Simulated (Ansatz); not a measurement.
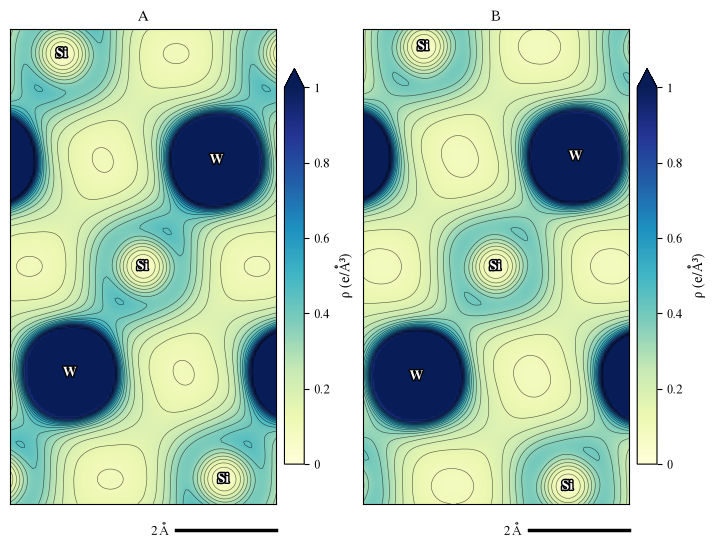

SiW3. The valence charge density (pseudo) of two cells that differ in size and shape, on the (010) plane of each (indices in the axes of the calculation cell), at one length scale and on one colour scale: B has 18.9 Å³ an atom and A 18.0.

Space group I4/mmm; a structure from a database of computed crystals, not necessarily the ambient phase.

Level of theory: Ansatz 0.2.0, DFT PBEsol, scalar-relativistic, plane waves, PAW.

In a PAW calculation such maps are meaningful between the atoms, not at the nuclei.

### What does the compression do to the bonding and the properties?

From the larger cell to the smaller, Si–W goes from 2.71 to 2.58 Å, and the density at its midpoint from 0.34 to 0.43 e/Å³; the pressure goes from −15 to −8 GPa.
